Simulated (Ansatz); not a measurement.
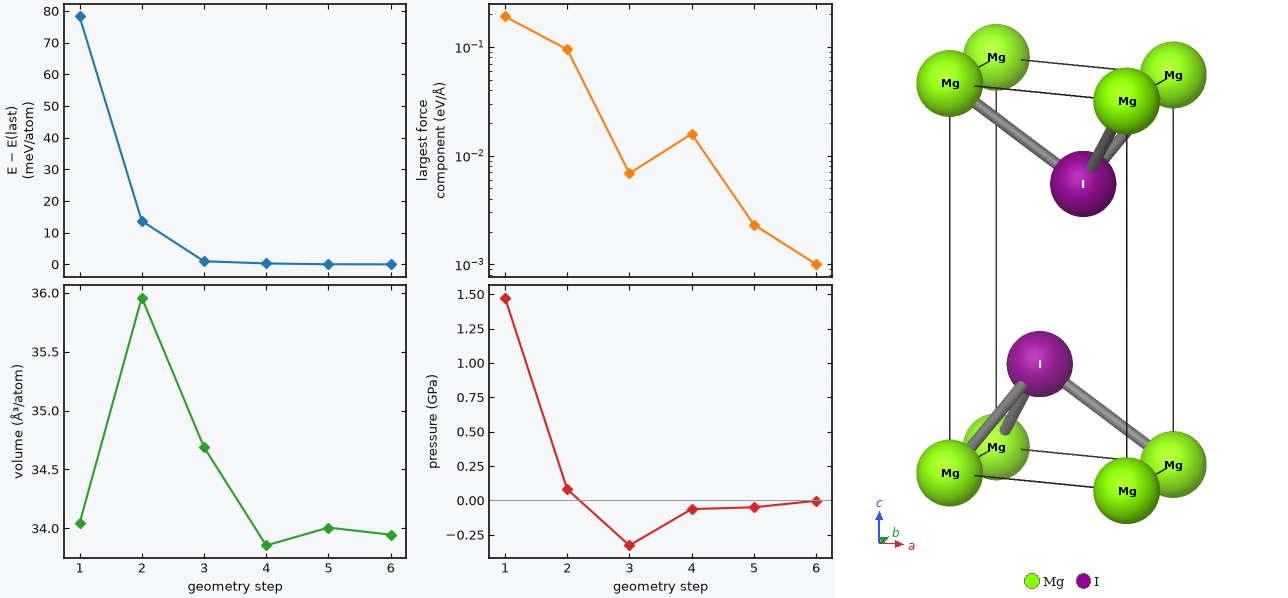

Beside the plot: the structure at the start.

History of a geometry optimisation. Atoms and cell relax. A closing SCF on a freshly chosen basis isn't drawn.

```
crystal:
  lattice:
    - [4.14, 0.0, 0.0]
    - [-2.07, 3.5853451717, 0.0]
    - [0.0, 0.0, 6.88]
  atoms:
    - { symbol: Mg, position: [0.0, 0.0, 0.0] }
    - { symbol: I, position: [0.3333333333, 0.6666666667, 0.25] }
    - { symbol: I, position: [0.6666666667, 0.3333333333, 0.75] }
basis:
  ecutwfc: 420
kpoints:
  mp_grid: { grid: [2, 2, 1] }
hamiltonian:
  xc: pbe
  dispersion: d3bj
scf:
  occupations: { method: gaussian, width: 0.02 }
output:
  forces: true
  eigenvalues: true
  stress: true
relax:
  adjacent_minimum: "off"
  f_tol: 0.005
  max_steps: 80
  cell: { stress_tol: 0.05 }
```

Launched with:
```bash
ansatz run input.yaml --threads 1 --pin off --max-ram 2560MiB --backend cpu --events-out ev --progress --plain --runs-dir out
```

How did the optimisation end?

The optimisation met its thresholds at geometry 6, counting the start as the first. The energy fell by about 78 meV/atom from the first step to the last. The largest force component goes from about 0.19 eV/Å at the start to 10⁻³ eV/Å at the end.

Was the starting cell too large or too small?

The volume shrinks from 34.0 to 33.9 Å³ per atom (−0 %), as the pressure goes from 1.5 GPa to about 0 GPa.

Is anything amiss with this input?

Its settings were drawn outside the usual range, so the numbers aren't converged properties of the system.
